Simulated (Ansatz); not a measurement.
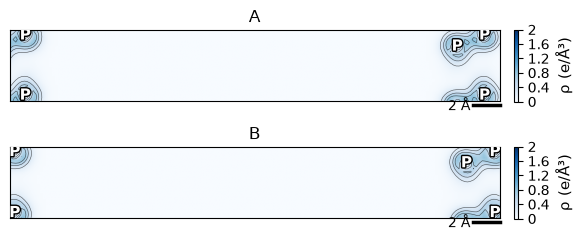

P. The valence charge density (pseudo) of two cells that differ in size and shape, on the (100) plane of each (indices in the axes of the calculation cell), at one length scale and on one colour scale; one has 124.7 and the other 138.5 Å³ an atom.

The calculation used Ansatz, DFT PBEsol, scalar-relativistic, plane waves, PAW.

In a PAW calculation such maps are meaningful between the atoms, not at the nuclei.

### Which is the denser cell? Describe the effect of the change.

Panel A is the smaller cell, by 10 % in volume. From the larger cell to the smaller, P–P goes from 2.30 to 2.20 Å, and the density at its midpoint from 0.68 to 0.78 e/Å³; the pressure goes from −0.5 to 0.8 GPa; the Kohn–Sham gap goes from 0.68 eV to 0.75 eV.
